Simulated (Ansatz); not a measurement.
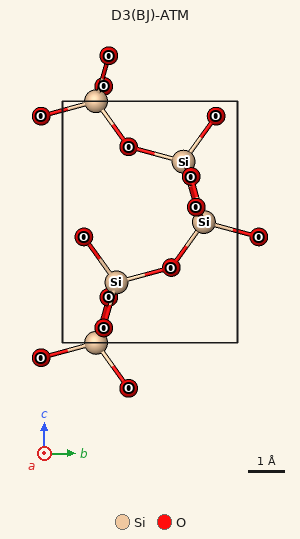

Crystalline SiO₂ (set up in P4_32_12), relaxed (cell and atoms) with several dispersion corrections. The picture shows the result with D3(BJ)-ATM. The picture is a ball-and-stick view of the cell of the calculation, seen along the a axis.

Computed with Ansatz 0.2.0: PBE, Ansatz PAW. (plane-wave cutoff 420 eV; k-point mesh 6 × 6 × 4; occupations fermi-dirac; smearing width 0.05 eV; no spin polarisation; cell and atoms relaxed; force threshold 0.01 eV/Å)

```json
{"dispersion correction": "none", "volume (Å³/atom)": "?", "a (Å)": "?", "c (Å)": "?"}
{"dispersion correction": "D3(BJ)-ATM", "volume (Å³/atom)": "14.005", "a (Å)": "4.955", "c (Å)": "6.844"}
{"dispersion correction": "D3(BJ)", "volume (Å³/atom)": "13.908", "a (Å)": "4.946", "c (Å)": "6.823"}
{"dispersion correction": "D4", "volume (Å³/atom)": "13.805", "a (Å)": "4.936", "c (Å)": "6.800"}
```

One row is withheld. What does the calculation give there?

Answer. With none the volume is the largest of the series, above D3(BJ)-ATM (14.005). The calculation gives 15.284 Å³/atom (a = 5.083 Å, c = 7.098 Å). In order of volume: D4 < D3(BJ) < D3(BJ)-ATM < none; the spread is 10.7 %.

Each member starts from this one structure; whether another phase lies lower wasn't checked.
